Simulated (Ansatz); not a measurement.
**Ti₂B₃: geometry relaxation (part 3 of 3)**

The same run, continued: Ti₂B₃ (P4/mmm, 5 atoms in the cell); DFT PBE, scalar-relativistic, plane waves, PAW, no spin polarisation (Ansatz 0.2.0); cutoff 420 eV, 6×6×4 k-mesh, Gaussian smearing of 0.1 eV. The structure was made by a generator, so it may or may not be a known phase.

Geometry of the input (Å; fractional positions):
```
3.4629  0.0000  0.0000
0.0000  3.4629  0.0000
0.0000  0.0000  4.8107
Ti 0.0000  0.5000  0.0000
Ti 0.5000  0.0000  0.0000
B  0.5000  0.5000  0.8238
B  0.5000  0.5000  0.1762
B  0.0000  0.0000  0.0000
```

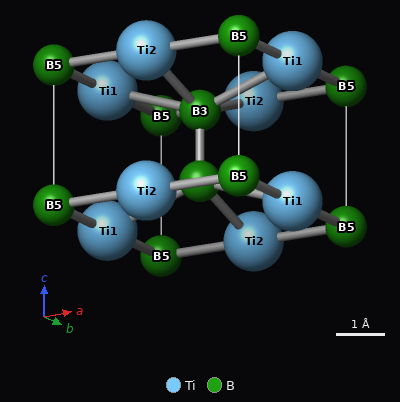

Fig. 1: The geometry at step 19 of the log (ball-and-stick view of the cell of the calculation, seen at an oblique angle; atoms are numbered from 1 in the order of the input).

### Trajectory as extended XYZ, continued
```
5
Lattice="4.4609 0.0000 0.0000 0.0000 4.4609 0.0000 0.0000 0.0000 3.0656" Properties=species:S:1:pos:R:3:forces:R:3 step=17 energy=-5465.77149 pressure_GPa=3.14
Ti    0.0000    2.2304    0.0000    0.0000   0.0000   0.0000
Ti    2.2304    0.0000    0.0000    0.0000   0.0000   0.0000
B     2.2304    2.2304    2.3052    0.0000   0.0000   0.0278
B     2.2304    2.2304    0.7604    0.0000   0.0000  -0.0278
B     0.0000    0.0000    0.0000    0.0000   0.0000   0.0000
5
Lattice="4.5148 0.0000 0.0000 0.0000 4.5148 0.0000 0.0000 0.0000 3.0663" Properties=species:S:1:pos:R:3:forces:R:3 step=18 energy=-5465.78577 pressure_GPa=-0.45
Ti    0.0000    2.2574    0.0000    0.0000   0.0000   0.0000
Ti    2.2574    0.0000    0.0000    0.0000   0.0000   0.0000
B     2.2574    2.2574    2.3061    0.0000   0.0000   0.0260
B     2.2574    2.2574    0.7602    0.0000   0.0000  -0.0260
B     0.0000    0.0000    0.0000    0.0000   0.0000   0.0000
5
Lattice="4.5056 0.0000 0.0000 0.0000 4.5056 0.0000 0.0000 0.0000 3.0711" Properties=species:S:1:pos:R:3:forces:R:3 step=19 energy=-5465.78674 pressure_GPa=-0.08
Ti    0.0000    2.2528    0.0000    0.0000   0.0000   0.0000
Ti    2.2528    0.0000    0.0000    0.0000   0.0000   0.0000
B     2.2528    2.2528    2.3101    0.0000   0.0000  -0.0169
B     2.2528    2.2528    0.7610    0.0000   0.0000   0.0169
B     0.0000    0.0000    0.0000    0.0000   0.0000   0.0000
5
Lattice="4.5056 0.0000 0.0000 0.0000 4.5056 0.0000 0.0000 0.0000 3.0711" Properties=species:S:1:pos:R:3:forces:R:3 step=20 energy=-5465.79008 pressure_GPa=-0.09
Ti    0.0000    2.2528    0.0000    0.0000   0.0000   0.0000
Ti    2.2528    0.0000    0.0000    0.0000   0.0000   0.0000
B     2.2528    2.2528    2.3101    0.0000   0.0000  -0.0167
B     2.2528    2.2528    0.7610    0.0000   0.0000   0.0167
B     0.0000    0.0000    0.0000    0.0000   0.0000   0.0000
```
